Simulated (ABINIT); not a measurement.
**Run report: Si, oneshot calculation (part 3 of 4)**

Continued. System: Si (Fd-3m, 2 atoms in the cell). Method: Kohn-Sham DFT of a periodic cell, PBE, PseudoDojo NC SR PBE v0.5 stringent, no spin polarisation (ABINIT 10.8.3); cutoff 380.96 eV, 6×6×6 k-mesh, fixed occupations. The structure derives from a Materials Project entry.

Geometry of the input (Å; fractional positions):
```
0.0000  2.7219  2.7219
2.7219  0.0000  2.7219
2.7219  2.7219  0.0000
Si 0.5000  0.5000  0.5000
Si 0.7500  0.7500  0.7500
```

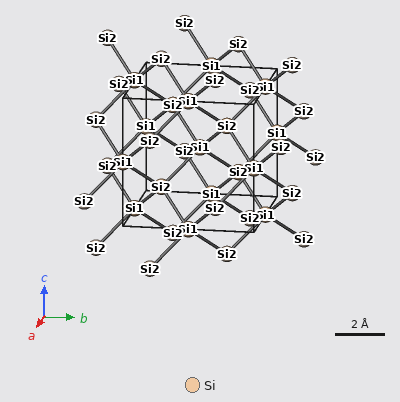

**Figure 1.** The input geometry (ball-and-stick view of the cell 4 times as large as that of the calculation, set on its symmetry axes, seen slightly off an axis; neighbours outside the cell are drawn fainter; atoms are numbered from 1 in the order of the input). An atom can appear more than once, as a periodic image.

## What the program printed, continued
```
--- !SelfEnergy_ee
iteration_state: {dtset: 3, }
kpoint     : [   0.333,    0.167,    0.000, ]
spin       : 1
KS_gap     :    3.700
QP_gap     :    4.495
Delta_QP_KS:    0.795
data: !SigmaeeData |
     Band     E_DFT   <VxcDFT>   E(N-1)  <Hhartree>   SigX  SigC[E(N-1)]    Z     dSigC/dE  Sig[E(N)]  DeltaE  E(N)_pert E(N)_diago
        1    -6.332   -10.576    -6.332    -4.398    -3.435     0.000     1.000     0.000    -3.435    -1.501    -7.833    -7.833
        2    -0.137   -10.825    -0.137     1.863    -2.756     0.000     1.000     0.000    -2.756    -0.756    -0.893    -0.893
        3     2.308   -10.655     2.308     4.265    -2.414     0.000     1.000     0.000    -2.414    -0.458     1.850     1.850
        4     2.557   -10.758     2.557     4.542    -2.460     0.000     1.000     0.000    -2.460    -0.476     2.081     2.081
        5     6.257    -9.594     6.257     7.927    -1.350     0.000     1.000     0.000    -1.350     0.319     6.576     6.576
        6     8.334    -9.871     8.334    10.072    -1.213     0.000     1.000     0.000    -1.213     0.526     8.859     8.859
        7     8.812    -9.869     8.812    10.560    -1.261     0.000     1.000     0.000    -1.261     0.487     9.300     9.300
        8     9.353   -10.282     9.353    11.203    -1.274     0.000     1.000     0.000    -1.274     0.576     9.929     9.929
        9    13.362   -10.017    13.362    15.144    -0.974     0.000     1.000     0.000    -0.974     0.808    14.170    14.170
       10    13.365   -10.625    13.365    15.308    -1.103     0.000     1.000     0.000    -1.103     0.840    14.205    14.205
       11    14.695    -8.280    14.695    16.021    -0.629     0.000     1.000     0.000    -0.629     0.696    15.391    15.391
       12    17.138    -8.580    17.138    18.538    -0.624     0.000     1.000     0.000    -0.624     0.776    17.914    17.914
...

--- !SelfEnergy_ee
iteration_state: {dtset: 3, }
kpoint     : [   0.500,    0.167,    0.000, ]
spin       : 1
KS_gap     :    3.806
QP_gap     :    4.643
Delta_QP_KS:    0.837
data: !SigmaeeData |
     Band     E_DFT   <VxcDFT>   E(N-1)  <Hhartree>   SigX  SigC[E(N-1)]    Z     dSigC/dE  Sig[E(N)]  DeltaE  E(N)_pert E(N)_diago
        1    -5.150   -10.797    -5.150    -3.159    -3.359     0.000     1.000     0.000    -3.359    -1.367    -6.518    -6.518
        2    -2.290   -10.436    -2.290    -0.393    -2.921     0.000     1.000     0.000    -2.921    -1.024    -3.313    -3.313
        3     1.528   -10.503     1.528     3.444    -2.459     0.000     1.000     0.000    -2.459    -0.544     0.984     0.984
        4     2.526   -10.812     2.526     4.525    -2.488     0.000     1.000     0.000    -2.488    -0.489     2.037     2.037
        5     6.332    -9.491     6.332     7.975    -1.295     0.000     1.000     0.000    -1.295     0.348     6.680     6.680
        6     8.389   -10.113     8.389    10.197    -1.325     0.000     1.000     0.000    -1.325     0.484     8.873     8.873
        7     8.909    -9.909     8.909    10.661    -1.208     0.000     1.000     0.000    -1.208     0.544     9.454     9.454
        8    10.696    -9.780    10.696    12.415    -1.065     0.000     1.000     0.000    -1.065     0.654    11.350    11.350
        9    13.695    -8.874    13.695    15.175    -0.748     0.000     1.000     0.000    -0.748     0.732    14.427    14.427
       10    14.758   -10.138    14.758    16.578    -0.920     0.000     1.000     0.000    -0.920     0.900    15.658    15.658
       11    16.032    -9.377    16.032    17.649    -0.787     0.000     1.000     0.000    -0.787     0.830    16.862    16.862
       12    16.094   -10.191    16.094    17.918    -0.868     0.000     1.000     0.000    -0.868     0.956    17.049    17.049
...

--- !SelfEnergy_ee
iteration_state: {dtset: 3, }
kpoint     : [  -0.333,    0.167,    0.000, ]
spin       : 1
KS_gap     :    3.730
QP_gap     :    4.564
Delta_QP_KS:    0.834
data: !SigmaeeData |
     Band     E_DFT   <VxcDFT>   E(N-1)  <Hhartree>   SigX  SigC[E(N-1)]    Z     dSigC/dE  Sig[E(N)]  DeltaE  E(N)_pert E(N)_diago
        1    -5.532   -10.707    -5.532    -3.564    -3.379     0.000     1.000     0.000    -3.379    -1.411    -6.943    -6.943
        2    -1.696   -10.562    -1.696     0.235    -2.881     0.000     1.000     0.000    -2.881    -0.950    -2.646    -2.646
        3     1.261   -10.381     1.261     3.144    -2.457     0.000     1.000     0.000    -2.457    -0.574     0.687     0.687
        4     3.002   -10.963     3.002     5.041    -2.481     0.000     1.000     0.000    -2.481    -0.442     2.560     2.560
        5     6.732    -9.730     6.732     8.436    -1.312     0.000     1.000     0.000    -1.312     0.392     7.124     7.124
        6     8.403    -9.977     8.403    10.178    -1.312     0.000     1.000     0.000    -1.312     0.463     8.866     8.866
        7     8.515    -9.869     8.515    10.254    -1.207     0.000     1.000     0.000    -1.207     0.531     9.046     9.046
        8    11.550    -9.871    11.550    13.291    -1.039     0.000     1.000     0.000    -1.039     0.702    12.252    12.252
        9    11.627    -9.760    11.627    13.347    -1.027     0.000     1.000     0.000    -1.027     0.693    12.320    12.320
       10    13.670    -9.400    13.670    15.286    -0.831     0.000     1.000     0.000    -0.831     0.785    14.455    14.455
       11    15.734    -8.894    15.734    17.223    -0.708     0.000     1.000     0.000    -0.708     0.781    16.515    16.515
       12    17.039   -10.522    17.039    18.954    -0.900     0.000     1.000     0.000    -0.900     1.015    18.055    18.055
...

--- !SelfEnergy_ee
iteration_state: {dtset: 3, }
kpoint     : [  -0.167,    0.167,    0.000, ]
spin       : 1
KS_gap     :    3.573
QP_gap     :    4.408
Delta_QP_KS:    0.835
data: !SigmaeeData |
     Band     E_DFT   <VxcDFT>   E(N-1)  <Hhartree>   SigX  SigC[E(N-1)]    Z     dSigC/dE  Sig[E(N)]  DeltaE  E(N)_pert E(N)_diago
        1    -6.679   -10.542    -6.679    -4.755    -3.464     0.000     1.000     0.000    -3.464    -1.540    -8.219    -8.219
        2     0.578   -10.928     0.578     2.605    -2.698     0.000     1.000     0.000    -2.698    -0.671    -0.093    -0.093
        3     1.896   -10.353     1.896     3.773    -2.372     0.000     1.000     0.000    -2.372    -0.496     1.400     1.400
        4     3.731   -11.184     3.731     5.830    -2.472     0.000     1.000     0.000    -2.472    -0.373     3.358     3.358
        5     7.304   -10.160     7.304     9.118    -1.352     0.000     1.000     0.000    -1.352     0.462     7.766     7.766
        6     7.837   -10.046     7.837     9.620    -1.291     0.000     1.000     0.000    -1.291     0.491     8.329     8.329
        7     8.131   -10.203     8.131     9.968    -1.425     0.000     1.000     0.000    -1.425     0.412     8.543     8.543
        8     9.925    -9.787     9.925    11.643    -1.117     0.000     1.000     0.000    -1.117     0.600    10.526    10.526
        9    10.419    -9.371    10.419    12.037    -1.026     0.000     1.000     0.000    -1.026     0.593    11.011    11.011
       10    13.640   -10.458    13.640    15.539    -1.054     0.000     1.000     0.000    -1.054     0.845    14.485    14.485
       11    14.742    -8.486    14.742    16.121    -0.669     0.000     1.000     0.000    -0.669     0.710    15.452    15.452
       12    15.782    -8.533    15.782    17.169    -0.635     0.000     1.000     0.000    -0.635     0.752    16.534    16.534
...

--- !SelfEnergy_ee
iteration_state: {dtset: 3, }
kpoint     : [   0.333,    0.333,    0.000, ]
spin       : 1
KS_gap     :    3.140
QP_gap     :    3.936
Delta_QP_KS:    0.796
data: !SigmaeeData |
     Band     E_DFT   <VxcDFT>   E(N-1)  <Hhartree>   SigX  SigC[E(N-1)]    Z     dSigC/dE  Sig[E(N)]  DeltaE  E(N)_pert E(N)_diago
        1    -5.731   -10.620    -5.731    -3.786    -3.379     0.000     1.000     0.000    -3.379    -1.434    -7.165    -7.165
        2    -0.716   -11.085    -0.716     1.352    -2.899     0.000     1.000     0.000    -2.899    -0.831    -1.548    -1.548
        3     1.889   -10.626     1.889     3.838    -2.504     0.000     1.000     0.000    -2.504    -0.555     1.334     1.334
        4     1.889   -10.626     1.889     3.838    -2.504     0.000     1.000     0.000    -2.504    -0.555     1.334     1.334
        5     5.029    -9.185     5.029     6.591    -1.321     0.000     1.000     0.000    -1.321     0.241     5.270     5.270
        6     6.296    -8.937     6.296     7.794    -1.155     0.000     1.000     0.000    -1.155     0.343     6.640     6.640
        7    11.524   -10.596    11.524    13.458    -1.182     0.000     1.000     0.000    -1.182     0.752    12.276    12.276
        8    11.524   -10.596    11.524    13.458    -1.182     0.000     1.000     0.000    -1.182     0.752    12.276    12.276
        9    14.047   -10.742    14.047    16.020    -1.099     0.000     1.000     0.000    -1.099     0.875    14.922    14.922
       10    14.161   -10.080    14.161    15.956    -0.944     0.000     1.000     0.000    -0.944     0.851    15.012    15.012
       11    17.326    -8.781    17.326    18.778    -0.659     0.000     1.000     0.000    -0.659     0.793    18.119    18.119
       12    17.734   -10.085    17.734    19.534    -0.761     0.000     1.000     0.000    -0.761     1.039    18.773    18.773
...

--- !SelfEnergy_ee
iteration_state: {dtset: 3, }
kpoint     : [   0.500,    0.333,    0.000, ]
spin       : 1
KS_gap     :    3.614
QP_gap     :    4.460
Delta_QP_KS:    0.846
data: !SigmaeeData |
     Band     E_DFT   <VxcDFT>   E(N-1)  <Hhartree>   SigX  SigC[E(N-1)]    Z     dSigC/dE  Sig[E(N)]  DeltaE  E(N)_pert E(N)_diago
        1    -4.575   -10.769    -4.575    -2.591    -3.286     0.000     1.000     0.000    -3.286    -1.302    -5.877    -5.877
        2    -2.262   -10.953    -2.262    -0.229    -3.057     0.000     1.000     0.000    -3.057    -1.024    -3.286    -3.286
        3     0.686   -10.090     0.686     2.492    -2.453     0.000     1.000     0.000    -2.453    -0.646     0.039     0.039
        4     1.753   -10.624     1.753     3.702    -2.523     0.000     1.000     0.000    -2.523    -0.575     1.178     1.178
        5     5.367    -9.076     5.367     6.901    -1.263     0.000     1.000     0.000    -1.263     0.271     5.638     5.638
        6     7.013    -9.430     7.013     8.642    -1.255     0.000     1.000     0.000    -1.255     0.374     7.387     7.387
        7    11.719   -10.238    11.719    13.557    -1.084     0.000     1.000     0.000    -1.084     0.754    12.473    12.473
        8    11.732   -10.436    11.732    13.624    -1.142     0.000     1.000     0.000    -1.142     0.750    12.483    12.483
        9    14.868   -10.218    14.868    16.700    -0.920     0.000     1.000     0.000    -0.920     0.912    15.780    15.780
       10    14.978   -10.214    14.978    16.817    -0.926     0.000     1.000     0.000    -0.926     0.913    15.891    15.891
       11    16.586   -10.386    16.586    18.462    -0.881     0.000     1.000     0.000    -0.881     0.995    17.581    17.581
       12    17.102   -10.595    17.102    19.035    -0.922     0.000     1.000     0.000    -0.922     1.012    18.114    18.114
...

--- !SelfEnergy_ee
iteration_state: {dtset: 3, }
kpoint     : [  -0.333,    0.333,    0.000, ]
spin       : 1
KS_gap     :    3.674
QP_gap     :    4.514
Delta_QP_KS:    0.841
data: !SigmaeeData |
     Band     E_DFT   <VxcDFT>   E(N-1)  <Hhartree>   SigX  SigC[E(N-1)]    Z     dSigC/dE  Sig[E(N)]  DeltaE  E(N)_pert E(N)_diago
        1    -4.382   -10.883    -4.382    -2.368    -3.292     0.000     1.000     0.000    -3.292    -1.277    -5.660    -5.660
        2    -2.464   -10.853    -2.464    -0.457    -3.055     0.000     1.000     0.000    -3.055    -1.048    -3.511    -3.511
        3    -0.089    -9.829    -0.089     1.649    -2.468     0.000     1.000     0.000    -2.468    -0.731    -0.819    -0.819
        4     2.193   -10.730     2.193     4.169    -2.502     0.000     1.000     0.000    -2.502    -0.526     1.667     1.667
        5     5.866    -9.176     5.866     7.427    -1.245     0.000     1.000     0.000    -1.245     0.315     6.182     6.182
        6    10.096    -9.703    10.096    11.803    -1.139     0.000     1.000     0.000    -1.139     0.568    10.664    10.664
        7    10.740   -10.170    10.740    12.553    -1.094     0.000     1.000     0.000    -1.094     0.719    11.459    11.459
        8    11.332   -10.406    11.332    13.217    -1.166     0.000     1.000     0.000    -1.166     0.719    12.051    12.051
        9    11.667   -10.134    11.667    13.470    -1.045     0.000     1.000     0.000    -1.045     0.758    12.425    12.425
       10    11.974    -9.796    11.974    13.710    -1.041     0.000     1.000     0.000    -1.041     0.695    12.668    12.668
       11    18.629    -8.704    18.629    20.056    -0.596     0.000     1.000     0.000    -0.596     0.831    19.459    19.459
       12    19.206    -8.203    19.206    20.521    -0.520     0.000     1.000     0.000    -0.520     0.795    20.001    20.001
...

--- !SelfEnergy_ee
iteration_state: {dtset: 3, }
kpoint     : [   0.500,    0.500,    0.000, ]
spin       : 1
KS_gap     :    3.560
QP_gap     :    4.423
Delta_QP_KS:    0.863
data: !SigmaeeData |
     Band     E_DFT   <VxcDFT>   E(N-1)  <Hhartree>   SigX  SigC[E(N-1)]    Z     dSigC/dE  Sig[E(N)]  DeltaE  E(N)_pert E(N)_diago
        1    -3.505   -10.836    -3.505    -1.503    -3.179     0.000     1.000     0.000    -3.179    -1.177    -4.682    -4.682
        2    -3.505   -10.836    -3.505    -1.503    -3.179     0.000     1.000     0.000    -3.179    -1.177    -4.682    -4.682
        3     1.457   -10.572     1.457     3.391    -2.548     0.000     1.000     0.000    -2.548    -0.613     0.843     0.843
        4     1.457   -10.572     1.457     3.391    -2.548     0.000     1.000     0.000    -2.548    -0.613     0.843     0.843
        5     5.017    -8.961     5.017     6.522    -1.255     0.000     1.000     0.000    -1.255     0.250     5.266     5.266
        6     5.017    -8.961     5.017     6.522    -1.255     0.000     1.000     0.000    -1.255     0.250     5.266     5.266
        7    14.325   -10.543    14.325    16.229    -0.942     0.000     1.000     0.000    -0.942     0.962    15.287    15.287
        8    14.325   -10.543    14.325    16.229    -0.942     0.000     1.000     0.000    -0.942     0.962    15.287    15.287
        9    15.271   -10.539    15.271    17.211    -1.014     0.000     1.000     0.000    -1.014     0.927    16.197    16.197
       10    15.271   -10.539    15.271    17.211    -1.014     0.000     1.000     0.000    -1.014     0.927    16.197    16.197
       11    16.806   -10.140    16.806    18.616    -0.837     0.000     1.000     0.000    -0.837     0.973    17.780    17.780
       12    16.806   -10.140    16.806    18.616    -0.837     0.000     1.000     0.000    -0.837     0.973    17.780    17.780
...

--- !SelfEnergy_ee
iteration_state: {dtset: 3, }
kpoint     : [   0.500,    0.333,    0.167, ]
spin       : 1
KS_gap     :    5.130
QP_gap     :    6.025
Delta_QP_KS:    0.895
data: !SigmaeeData |
     Band     E_DFT   <VxcDFT>   E(N-1)  <Hhartree>   SigX  SigC[E(N-1)]    Z     dSigC/dE  Sig[E(N)]  DeltaE  E(N)_pert E(N)_diago
        1    -5.349   -10.693    -5.349    -3.384    -3.354     0.000     1.000     0.000    -3.354    -1.390    -6.739    -6.739
        2    -1.344   -10.977    -1.344     0.695    -2.949     0.000     1.000     0.000    -2.949    -0.910    -2.254    -2.254
        3     0.747   -10.104     0.747     2.557    -2.443     0.000     1.000     0.000    -2.443    -0.633     0.114     0.114
        4     2.013   -10.501     2.013     3.929    -2.427     0.000     1.000     0.000    -2.427    -0.511     1.502     1.502
        5     7.143    -9.746     7.143     8.854    -1.327     0.000     1.000     0.000    -1.327     0.384     7.527     7.527
        6     8.014    -9.281     8.014     9.605    -1.156     0.000     1.000     0.000    -1.156     0.435     8.449     8.449
        7     8.504   -10.100     8.504    10.305    -1.275     0.000     1.000     0.000    -1.275     0.526     9.030     9.030
        8    11.332   -10.481    11.332    13.237    -1.180     0.000     1.000     0.000    -1.180     0.725    12.057    12.057
        9    13.267   -10.133    13.267    15.080    -1.004     0.000     1.000     0.000    -1.004     0.810    14.076    14.076
       10    14.163    -9.970    14.163    15.928    -0.902     0.000     1.000     0.000    -0.902     0.864    15.026    15.026
       11    17.258   -10.435    17.258    19.149    -0.883     0.000     1.000     0.000    -0.883     1.008    18.266    18.266
       12    17.486    -9.107    17.486    19.022    -0.654     0.000     1.000     0.000    -0.654     0.882    18.368    18.368
...

--- !SelfEnergy_ee
iteration_state: {dtset: 3, }
kpoint     : [  -0.333,    0.333,    0.167, ]
spin       : 1
KS_gap     :    6.105
QP_gap     :    7.057
Delta_QP_KS:    0.952
data: !SigmaeeData |
     Band     E_DFT   <VxcDFT>   E(N-1)  <Hhartree>   SigX  SigC[E(N-1)]    Z     dSigC/dE  Sig[E(N)]  DeltaE  E(N)_pert E(N)_diago
        1    -4.373   -10.894    -4.373    -2.356    -3.294     0.000     1.000     0.000    -3.294    -1.277    -5.649    -5.649
        2    -2.534   -10.763    -2.534    -0.551    -3.039     0.000     1.000     0.000    -3.039    -1.056    -3.590    -3.590
        3     0.309   -10.046     0.309     2.103    -2.479     0.000     1.000     0.000    -2.479    -0.684    -0.376    -0.376
        4     1.550   -10.328     1.550     3.420    -2.426     0.000     1.000     0.000    -2.426    -0.556     0.994     0.994
        5     7.656    -9.447     7.656     9.291    -1.240     0.000     1.000     0.000    -1.240     0.396     8.051     8.051
        6     7.834    -9.915     7.834     9.588    -1.285     0.000     1.000     0.000    -1.285     0.469     8.303     8.303
        7    10.383    -9.797    10.383    12.111    -1.110     0.000     1.000     0.000    -1.110     0.617    11.000    11.000
        8    10.780    -9.995    10.780    12.551    -1.073     0.000     1.000     0.000    -1.073     0.698    11.478    11.478
        9    11.820   -10.388    11.820    13.701    -1.128     0.000     1.000     0.000    -1.128     0.752    12.572    12.572
       10    15.361   -10.308    15.361    17.223    -0.911     0.000     1.000     0.000    -0.911     0.950    16.311    16.311
       11    16.203   -10.145    16.203    18.017    -0.876     0.000     1.000     0.000    -0.876     0.938    17.141    17.141
       12    17.753    -8.457    17.753    19.123    -0.589     0.000     1.000     0.000    -0.589     0.781    18.534    18.534
...
```
